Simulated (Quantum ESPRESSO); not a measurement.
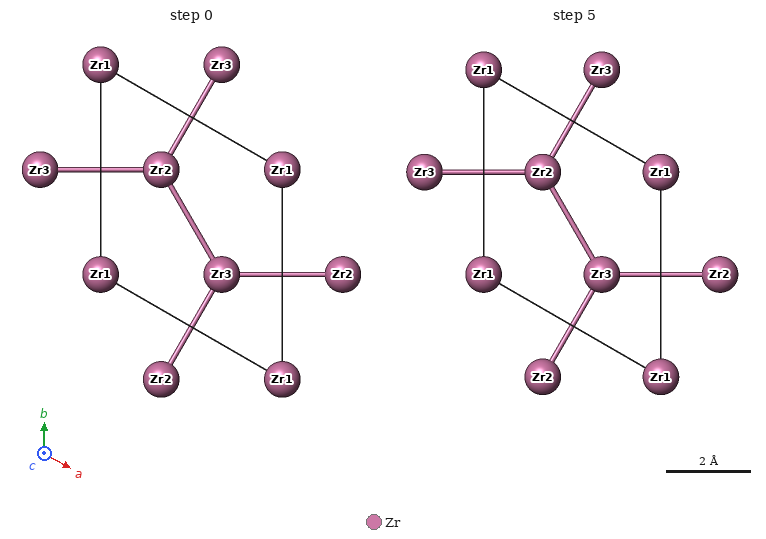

The structure of a crystal of Zr (a generated structure, set up in P6/mmm) before (left) and after (right) a relaxation, at one scale.

Style: ball-and-stick. Shown: the cell of the calculation, along the c axis.

The run lets cell and atoms move.

Theory: Kohn-Sham DFT of a periodic cell, PBEsol, GBRV 1.5 PBEsol in Quantum ESPRESSO.

Input file:
```
&CONTROL
  calculation = 'vc-relax'
  prefix = 'pwscf'
  outdir = './tmp'
  pseudo_dir = './pseudo'
  tprnfor = .true.
  tstress = .true.
  disk_io = 'low'
  nstep = 40
  forc_conv_thr = 0.0004
  etot_conv_thr = 1d-05
/
&SYSTEM
  ibrav = 0
  nat = 3
  ntyp = 1
  ecutwfc = 45
  ecutrho = 360
  nbnd = 26
  occupations = 'smearing'
  smearing = 'gaussian'
  degauss = 0.00734986
/
&ELECTRONS
  conv_thr = 6d-10
  electron_maxstep = 120
  mixing_beta = 0.5
/
&IONS
  ion_dynamics = 'bfgs'
/
&CELL
  cell_dynamics = 'bfgs'
  press = 40
  press_conv_thr = 0.3
/
ATOMIC_SPECIES
Zr    91.2240 zr_pbesol_v1.uspp.F.UPF
CELL_PARAMETERS angstrom
   5.0330000000    0.0000000000    0.0000000000
  -2.5165000000    4.3587058572    0.0000000000
   0.0000000000    0.0000000000    3.1320000000
ATOMIC_POSITIONS crystal
Zr     0.0000000000    0.0000000000    0.0000000000
Zr     0.3333333333    0.6666666667    0.5000000000
Zr     0.6666666667    0.3333333333    0.5000000000
K_POINTS automatic
14 14 19 0 0 0
```

Launched with:
```bash
OMP_NUM_THREADS=1 pw.x -in pw.in > pw.out
```

> Summarise the run.

The energy rises by 2.7 meV per atom in 5 geometry steps. With the target pressure of 4 GPa, the enthalpy E + pV changes by −35.0 meV per atom. All forces vanish by symmetry, so only the cell relaxes. Pressure: −3.01 GPa at the start and 3.99 GPa at the end. The atoms keep their places relative to the cell (all moves are under 0.005 Å). The drawn cell changes as follows: a = b 5.033 → 4.911 Å (−2.4 %), c 3.132 → 3.073 Å (−1.9 %); the volume changes by −6.6 %. Some distances before and after: Zr1–Zr2 3.301 → 3.225 Å, Zr2–Zr3 2.906 → 2.835 Å, Zr1–Zr1 3.132 → 3.073 Å. The space group stays P6/mmm (No. 191).
